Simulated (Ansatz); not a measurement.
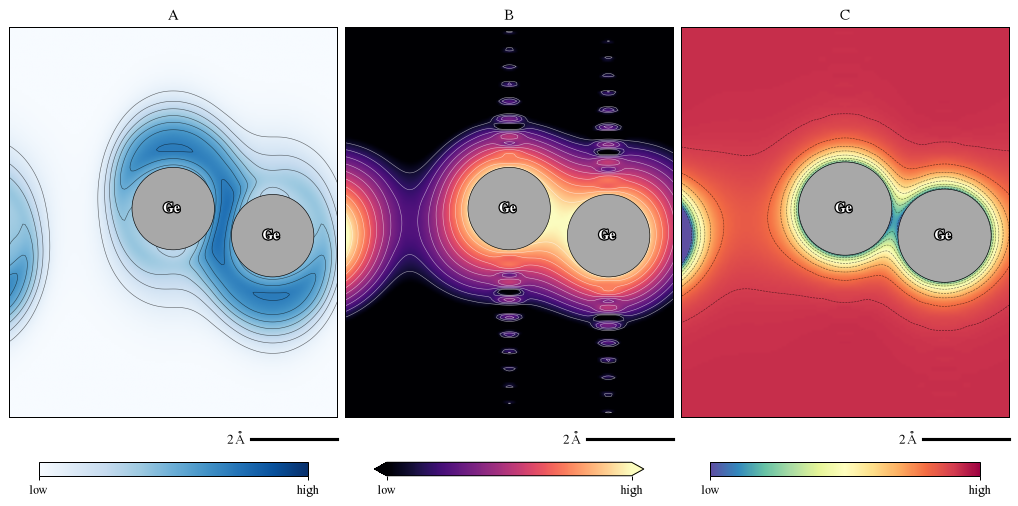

Ge (slab): 3 fields on the (110) plane of the calculation cell, a cut from vacuum to vacuum, with unlabelled colour scales. Grey discs cover the atomic cores.

Computed with Ansatz, DFT r2SCAN, scalar-relativistic, plane waves, PAW.

Which field does each panel show? The fields are: electron localisation function, electrostatic potential energy of an electron and valence pseudo-density.

Panel A: electron localisation function. Panel B: valence pseudo-density. Panel C: electrostatic potential energy of an electron (low next to the atoms, rising into the space between them). From the grid: Ge–Ge (2.39 Å): the density is about 0.55 e/Å³ at the midpoint; the ELF peaks at about 0.75 between the atoms.
